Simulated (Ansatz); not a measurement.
# Σ3 (111) boundary in fcc Ni, starting shift (0.25, 0.5): structure and resistance, part 2 of 3

How much does the Σ3 (111) boundary in fcc Ni, starting shift (0.25, 0.5) reflect electrons?

Ansatz 0.2.0; Ansatz plane-wave DFT, PBE, PAW files, collinear spin; relaxation of a bicrystal slab with its lowest layers held (the session's first sound run).

So far: The structure; Relaxing the bicrystal.

## (2) Relaxing the bicrystal (continued)

Step by step:

| step | energy less that of the first step (eV) | largest force component (eV/Å) |
| --- | --- | --- |
| 1 | 0.0000 | 1.2245 |
| 2 | -0.0877 | 0.6247 |
| 3 | -0.2214 | 0.2981 |
| 4 | -0.3322 | 0.3640 |
| 5 | -0.3950 | 0.0980 |
| 6 | -0.4177 | 0.0208 |
| 7 | -0.4313 | 0.0316 |
| 8 | -0.4384 | 0.0216 |
| 9 | -0.4395 | 0.0158 |

Forces are held to the 2 operations that the run works with; a distortion that breaks them can't arise in this run.

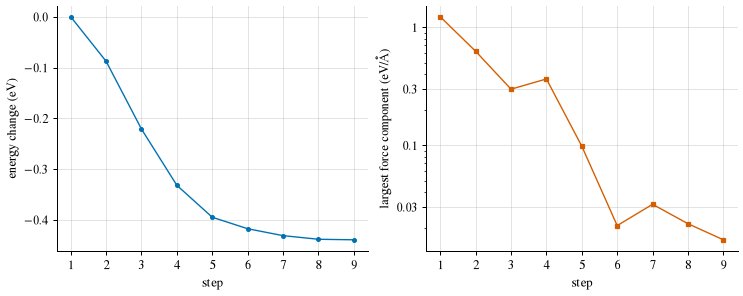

Energy and largest force along the relaxation.

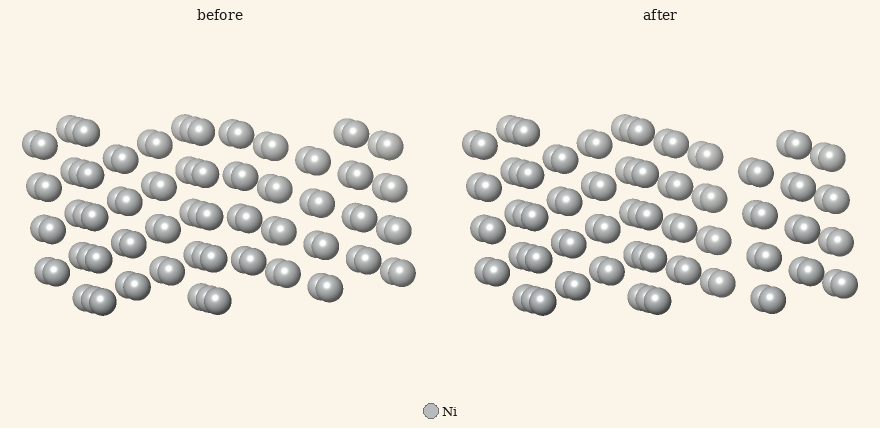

The structure before and after the relaxation, drawn at the same scale.

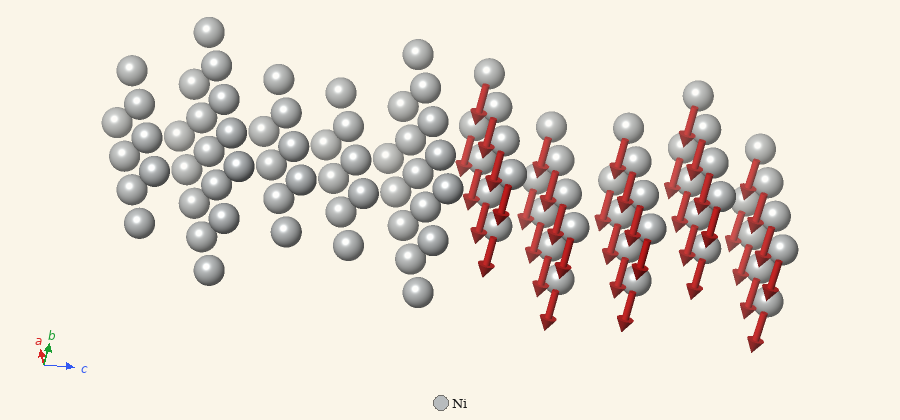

Displacements in the relaxation, exaggerated; the longest in the cell stands for 1.09 Å. 4×2×1 cells are drawn. Some periodic images of atoms are drawn too.

The atoms that moved most (Å):

| atom | dx | dy | dz | length |
| --- | --- | --- | --- | --- |
| Ni10 | 0.000 | -1.081 | -0.155 | 1.092 |
| Ni9 | 0.000 | -1.081 | -0.123 | 1.088 |
| Ni8 | 0.000 | -1.080 | -0.118 | 1.086 |
| Ni7 | 0.000 | -1.078 | -0.116 | 1.085 |
| Ni6 | 0.000 | -1.076 | -0.110 | 1.081 |
| Ni4 | 0.000 | -0.001 | -0.012 | 0.012 |
| Ni5 | 0.000 | 0.000 | -0.011 | 0.011 |
| Ni3 | 0.000 | 0.000 | -0.007 | 0.007 |

This step gave:

```yaml
free_energy: -58396.1640 eV
energy_at_zero_smearing: -58395.8846 eV
fermi_energy: 10.97 eV
magnetization: 6.281 μB
absolute_magnetization: 7.211 μB
```

The largest force component on a free atom ends at 0.016 eV/Å, under the tolerance of 0.03, after 9 steps.

## (3) Transmission across the boundary

This step: Ansatz plane-wave DFT, PBE, PAW files, collinear spin; ballistic transport by layer matching (Landauer), zero bias; boundary relaxed in a short slab, bulk layers laid on (Ansatz 0.2.0).

System of this step: Σ3 (111) boundary in fcc Ni, starting shift (0.25, 0.5). The cell holds 22 atoms: 22 Ni. Its edges and angles: a = 2.492 Å, b = 2.492 Å, c = 50.711 Å, α = 90.0°, β = 90.0°, γ = 120.0°. It derives from Ni. Regions: lower grain, 9 atoms (9 Ni); boundary, 6 atoms (6 Ni); upper grain, 7 atoms (7 Ni). Vacuum lies along c.

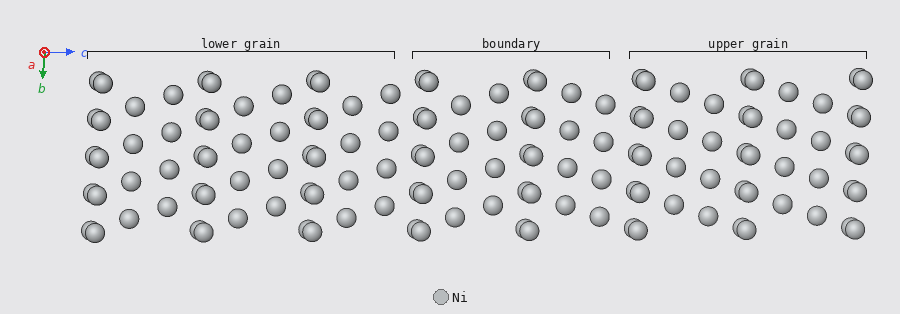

The cell of this step (nickel light grey). 1×4×1 cells are drawn. Some periodic images of atoms are drawn too.

input.yaml

```yaml
crystal:
  lattice:
    - [2.4918442969, 0.0, 0.0]
    - [-1.2459221485, 2.1580004634, 0.0]
    - [0.0, 0.0, 50.7106735985]
  atoms:
    - { symbol: Ni, position: [-4.0000000001, -8.0, 0.0788788576], spin: 1.0 }
    - { symbol: Ni, position: [-3.6666666668, -7.3333333333, 0.1190002404], spin: 1.0 }
    - { symbol: Ni, position: [-3.3333333334, -6.6666666667, 0.1591216232], spin: 1.0 }
    - { symbol: Ni, position: [-3.0000000001, -6.0, 0.199243006], spin: 1.0 }
    - { symbol: Ni, position: [-2.6666666667, -5.3333333333, 0.2393643889], spin: 1.0 }
    - { symbol: Ni, position: [-2.3333333334, -4.6666666667, 0.2794857717], spin: 1.0 }
    - { symbol: Ni, position: [-2.0, -4.0, 0.3196071545], spin: 1.0 }
    - { symbol: Ni, position: [-1.6666666667, -3.3333333333, 0.3597285373], spin: 1.0 }
    - { symbol: Ni, position: [-1.3333333333, -2.6666666667, 0.3998499201], spin: 1.0 }
    - { symbol: Ni, position: [1.0, 0.0, 0.439971303], spin: 1.0 }
    - { symbol: Ni, position: [0.3332551429, 0.6665102858, 0.4799599951], spin: 1.0 }
    - { symbol: Ni, position: [0.6664608918, 0.3329217837, 0.5199701512], spin: 1.0 }
    - { symbol: Ni, position: [-5.86966e-05, -0.0001173933, 0.5601282932], spin: 1.0 }
    - { symbol: Ni, position: [0.6674635145, 0.334927029, 0.6002607049], spin: 1.0 }
    - { symbol: Ni, position: [0.3334669126, -0.3330661748, 0.6402714627], spin: 1.0 }
    - { symbol: Ni, position: [-0.9998664207, -1.9997328415, 0.6803928455], spin: 1.0 }
    - { symbol: Ni, position: [-1.3331997541, -2.6663995081, 0.7205142283], spin: 1.0 }
    - { symbol: Ni, position: [-1.6665330874, -3.3330661748, 0.7606356111], spin: 1.0 }
    - { symbol: Ni, position: [-1.9998664208, -3.9997328415, 0.800756994], spin: 1.0 }
    - { symbol: Ni, position: [-2.3331997541, -4.6663995081, 0.8408783768], spin: 1.0 }
    - { symbol: Ni, position: [-2.6665330875, -5.3330661748, 0.8809997596], spin: 1.0 }
    - { symbol: Ni, position: [-2.9998664208, -5.9997328415, 0.9211211424], spin: 1.0 }
magnetization:
  spin_polarized: true
kpoints:
  mp_grid: { grid: [12, 12, 1] }
hamiltonian:
  xc: pbe
scf:
  occupations: { method: fermi_dirac, width: 0.1 }
output:
  transmission:
    leads: [[5, 6], [17, 18]]
    kmesh: [28, 28]
    e_range: [-0.1, 0.1]
    de: 0.05
  write_potential: true
  write_density: true
  volumetric_format: npy
  elf: true
```

Command:

```console
ansatz run input.yaml --threads 8 --pin off --max-ram 15360MiB --backend cpu --events-out ev --progress --plain --runs-dir out
```

Numbers of over 12 decimals in the logs are rounded to 6 here.

Output:

```text
[...]
Crystal: 22 atoms, lattice volume = 272.692 Å³
Basis set: ecut = 420 eV, 5155 PW (Γ)
Bands: 251, of which v1, the nominal top of the filled ones, is band 198 counted from 1 (197 counted from 0)
Symmetry: 2 space group operations
[...]
k-points: 43 of 144 (time reversal used)
[...]
Starting moments: Σ|m| = 22 μB on 22 of 22 sites
[...]
SCF iter   1: F=—  HF=-128455.682169 eV  |F-HF|=—  |Δ(HF+E_count)|=         —  Δρ=4.24e-2 (↑3.51e-2 ↓4.24e-2)  dr2=1.92e1  dr2_m=2.78e-1  M=18.639 μB ∫|m|=19.864 μB  β_m=0.30  ethr=3.10e-3  ⟨swp⟩=5.8  Hψ=73261  notcnv=0  defer=1339
[...]
SCF iter  20: F=-128473.130123 eV  HF=-128473.130123 eV  |F-HF|=9.47e-8  |Δ(HF+E_count)|=   3.20e-9  Δρ=1.27e-6 (↑3.96e-7 ↓1.27e-6)  dr2=9.48e-8  dr2_m=6.43e-10  M=14.221 μB ∫|m|=16.231 μB  ethr=1.75e-11  ⟨swp⟩=9.6  Hψ=88847  notcnv=0
SCF 1 converged in 20 iterations: F = -128473.130123 eV  dr2 = 9.48e-8
[...]
transmission: 1446 of 14348 steps passed
transmission: 2874 of 14348 steps passed
[...]
transmission: 14348 of 14348 steps passed
WARN: The output density's exchange-correlation potential varies sharply where the density is thin. Do not read a vacuum level from v_tot or v_xc, or from such a field of the output density. On a cell that repeats whose density bears no net charge and no dipole along the vacuum's axis use v_es (v_loc + v_h of the components); under efield.dipole_correction with no amplitude use v_es + v_field, which holds any externa [...]
SCF converged after 20 iterations
Magnetization: 14.2207 μB (205.1103 up, 190.8897 down)
Absolute magnetization: 16.2482 μB (∫|ρ↑−ρ↓|, with the PAW one-centre terms)
[...]
Per-site moments (μB) at R_I (Å): [(0.715624, 1.027886), (0.722863, 1.027886), (0.680327, 1.027886), (0.675765, 1.027886), (0.676618, 1.027886), (0.676458, 1.027886), (0.675518, 1.027886), (0.675807, 1.027886), (0.676588, 1.027886), (0.676036, 1.025540), (0.676698, 1.025540), (0.680599, 1.025856), (0.688678, 1.027196), (0.681778, 1.025656), (0.676661, 1.025656), (0.674485, 1.027886), (0.676465, 1.027886), (0.676594, 1.027886), (0.675788, 1.027886), (0.679994, 1.027886), (0.722686, 1.027886), (0.715468, 1.027886)]
Free energy (F): -128473.130123 eV
[...]
Internal energy: -128471.915445 eV  (E = F + TS)
E sigma→0 (E₀):  -128472.522784 eV
Entropy (-TS):   -1.214678 eV (-55.213 meV/atom)
Fermi energy:    15.364002 eV
[...]
--- Band table (eV; the first three rows and the last of 86) ---
  k-point 0 ↑: bands = [... 194 lower, 14.1828, 14.2500, 14.2509, 14.3045, 14.3048, 14.3930, 14.3933, 14.4489, ... 49 higher]
  k-point 1 ↑: bands = [... 194 lower, 14.1786, 14.2056, 14.2176, 14.2464, 14.2718, 14.3224, 14.3230, 14.4045, ... 49 higher]
  k-point 2 ↑: bands = [... 194 lower, 14.2248, 14.2684, 14.3127, 14.3174, 14.3585, 14.4276, 14.4450, 14.4821, ... 49 higher]
  k-point 42 ↓: bands = [... 194 lower, 15.6833, 15.7119, 15.7475, 15.7558, 16.8799, 16.8902, 16.8988, 16.9180, ... 49 higher]
--- Transmission ---
  basis      : 55 plane waves across, 34 finite elements along
  points     : 211, standing for a mesh of 28 x 28
  energies   : 5 from -0.100000 to 0.100000 eV about the Fermi level, 0.050000 eV apart; the leads are filled to 0.000000 eV, and channels, transmission and decay are at 0.000000 eV
  crystal 0  : Ni1, at the sites [5, 6], period 2.0346 Å, over 26.45 Å; its Hamiltonian steps by up to 1.3 meV
    offset         : up to 0.0000 Å between an atom of the period and one for which it stands
    channels       : 6.466837e-1 up, 1.709184e0 down
    conductance    : none, the energies end too early or step too widely for 300 K: set another output.transmission.e_range or a lower de, or, where they end at an eighth of basis.ecutwfc, a higher one
    slowest decay  : 0.1059 /Å at (-0.4286, 0.2143)
[...]
channels       : 6.466837e-1 up, 1.724490e0 down
[...]
slowest decay  : 0.1042 /Å at (-0.4286, 0.2143)
  junction   : crystal 0 to crystal 1, 16.53 to 36.21 Å
    transmission   : 5.940527e-1 up, 1.476744e0 down
[...]
```

Elapsed: 9 min, on 8 threads of Arm Neoverse V1, shared host; peak memory 7.2 GiB; 68 min of CPU time.

Numbers from this step:

* free energy: -128473.1301 eV
* energy at zero smearing: -128472.5228 eV
* Fermi energy: 15.36 eV
* magnetization: 14.22 μB
* absolute magnetization: 16.25 μB
* cell area: 5.377 Å²
* transmission, spin up: 0.5941
* transmission, spin down: 1.477
* open channels, spin up: 0.6467
* open channels, upper lead, spin up: 0.6467
* open channels, spin down: 1.709
* open channels, upper lead, spin down: 1.724
* step of the lead's potential: 1.3 meV
* step of the upper lead's potential: 2.3 meV

Per spin. The transmission, zone mean by energy, zero at the Fermi level:

| energy (eV) | T up | T down |
| --- | --- | --- |
| -0.1000 | 0.560 | 1.39 |
| -0.0500 | 0.571 | 1.42 |
| 0.0000 | 0.594 | 1.48 |
| 0.0500 | 0.599 | 1.56 |
| 0.1000 | 0.605 | 1.50 |

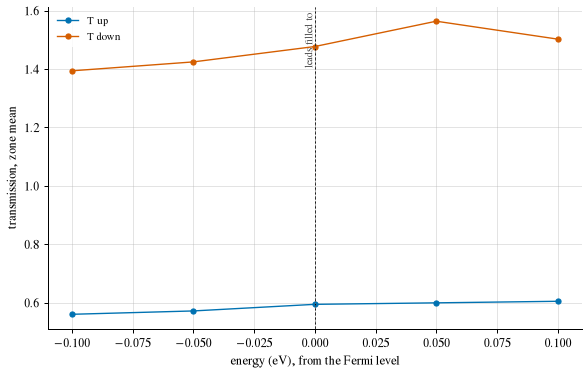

Transmission, zone mean against energy.

Per spin. The open channels, zone mean by energy, zero at the Fermi level:

| energy (eV) | lead up | upper lead up | lead down | upper lead down |
| --- | --- | --- | --- | --- |
| -0.1000 | 0.601 | 0.601 | 1.69 | 1.67 |
| -0.0500 | 0.631 | 0.631 | 1.69 | 1.69 |
| 0.0000 | 0.647 | 0.647 | 1.71 | 1.72 |
| 0.0500 | 0.647 | 0.647 | 1.77 | 1.77 |
| 0.1000 | 0.647 | 0.647 | 1.90 | 1.90 |

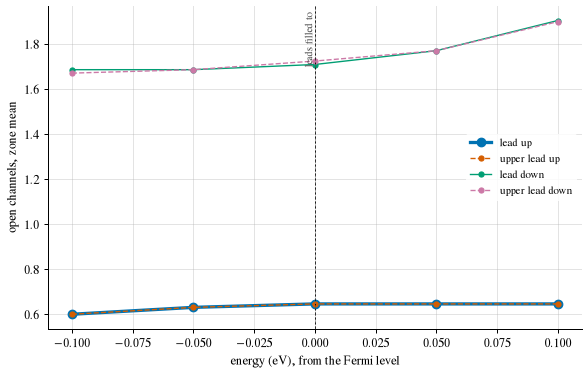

Open channels, zone mean against energy.

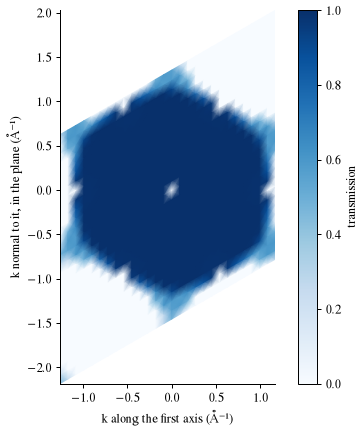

Transmission over k1 and k2. At 0.0000 eV from the Fermi level, spin up.

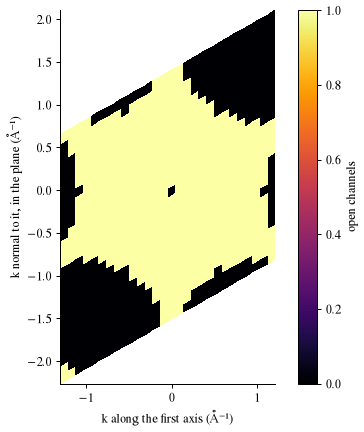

Open channels over k1 and k2. At 0.0000 eV from the Fermi level, spin up.

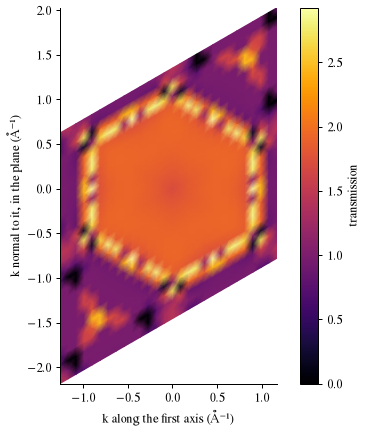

Transmission over k1 and k2. At 0.0000 eV from the Fermi level, spin down.

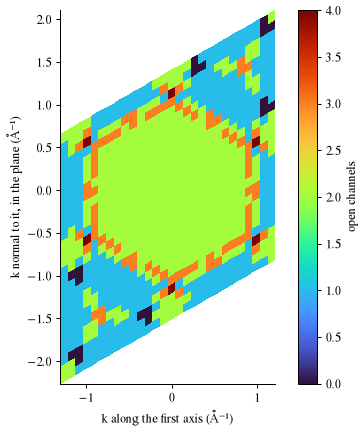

Open channels over k1 and k2. At 0.0000 eV from the Fermi level, spin down.

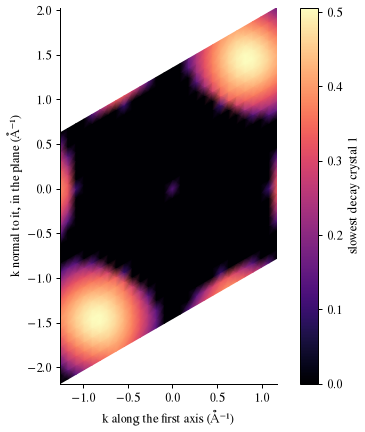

Slowest decay crystal 1 over k1 and k2. At 0.0000 eV from the Fermi level, spin up.

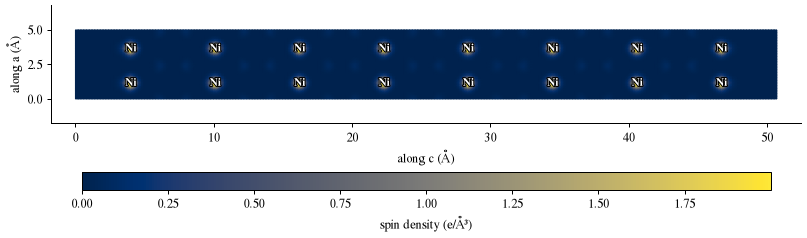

Spin density in the ca plane at fractional y = 0.000, with atoms of Ni within 0.2 Å of it. The map starts off the cell's origin, so that atoms lie inside it.

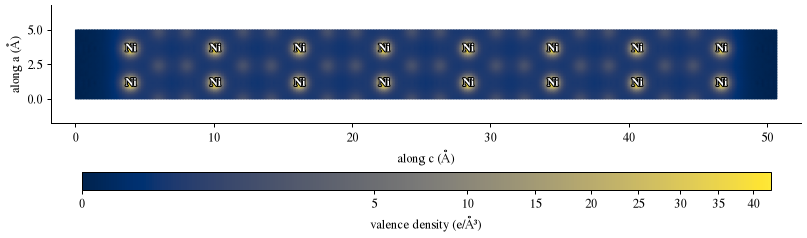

Valence density in the ca plane at fractional y = 0.000, with atoms of Ni within 0.2 Å of it. It is the smooth field of the valence electrons, not physical close to the nuclei. The map starts off the cell's origin, so that atoms lie inside it. The colour scale is stretched toward low values.

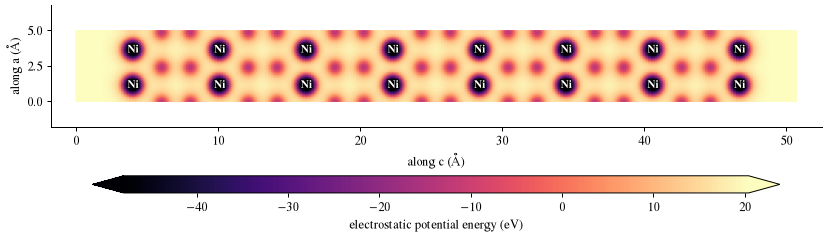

Electrostatic potential energy in the ca plane at fractional y = 0.000, with atoms of Ni within 0.2 Å of it. With pseudopotentials it is smooth inside the atoms' cores, unlike the true potential. The map starts off the cell's origin, so that atoms lie inside it.

Nearest the Fermi level spin up passes 0.594 of 0.647 channels of the lower lead and spin down 1.48 of 1.71.

## (4) Specific resistance

This step: Ansatz plane-wave DFT, PBE, PAW files, collinear spin; ballistic transport by layer matching (Landauer), zero bias; specific resistance of the boundary (Ansatz 0.2.0).

This step gave:

```
area resistance                      : 0.08218 fΩ m²
T over the leads' mean channel count : 0.8627
spin asymmetry γ                     : -0.09462 (R down - R up) / (R down + R up)
```

Averaged over the energies near the Fermi level, 86.3 % of the channels pass, which makes 0.0822 fΩ m².

By hand, with means over the energies near the Fermi level: RA per spin = A (h/e²)(1/T − ½[1/N₁ + 1/N₂]); spin up: 5.377×10⁻²⁰ m² × 25 813 Ω × (1/0.5858 − ½[1/0.6344 + 1/0.6344]) = 0.182 fΩ m²; spin down: 5.377×10⁻²⁰ m² × 25 813 Ω × (1/1.472 − ½[1/1.751 + 1/1.750]) = 0.150 fΩ m². The spins conduct in parallel, so 1/RA = 1/0.182 + 1/0.150 and RA = 0.0822 fΩ m²; γ = (0.150 − 0.182)/(0.150 + 0.182) = -0.095.

[end of part 2 of 3]

[Logs are printed without paths, hosts, clocks, repeated set-up lines and the standing remarks that a program may print on its own settings, such as how far it seeks lower states.]

[Hosts, paths, dates, database ids (printed as entryN), source tags and the programs' standing remarks are cut or masked in the printed files.]
